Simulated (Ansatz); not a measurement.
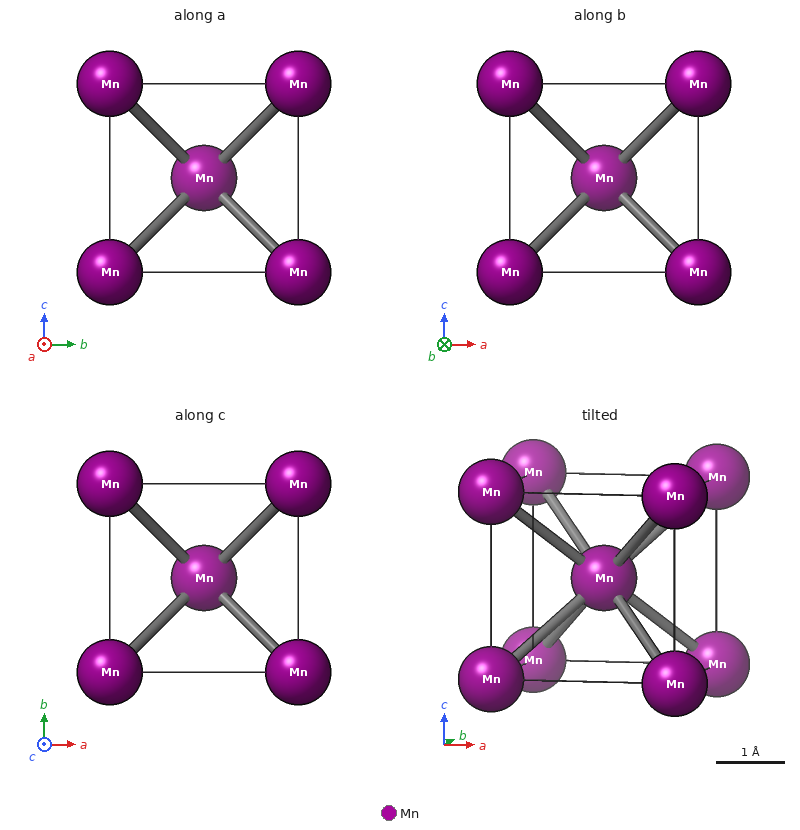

Ball-and-stick drawing of the structure, looking along the a axis, along the b axis, along the c axis and slightly off an axis. Atoms at the boundary of the conventional unit cell (the box) are drawn once for each face, edge or corner they touch.

Lattice parameters: a = 2.7964 Å, b = 2.7964 Å, c = 2.7964 Å, α = 90.000°, β = 90.000°, γ = 90.000°.

### Transcribe the picture into a CIF in P1 with every atom of the cell.

```cif
data_structure
_symmetry_space_group_name_H-M 'P 1'
_symmetry_Int_Tables_number 1
_cell_length_a 2.7964
_cell_length_b 2.7964
_cell_length_c 2.7964
_cell_angle_alpha 90.000
_cell_angle_beta 90.000
_cell_angle_gamma 90.000
_cell_volume 21.87
loop_
_atom_site_label
_atom_site_type_symbol
_atom_site_fract_x
_atom_site_fract_y
_atom_site_fract_z
_atom_site_occupancy
Mn1 Mn 0.0000 0.0000 0.0000 1
Mn2 Mn 0.5000 0.5000 0.5000 1
```

Its origin is a structure type filled with this element by a generator (whether the element takes this form wasn't checked). Earlier steps of the study may have refined or changed the cell and positions. Ansatz was used for an electronic-structure calculation on it.
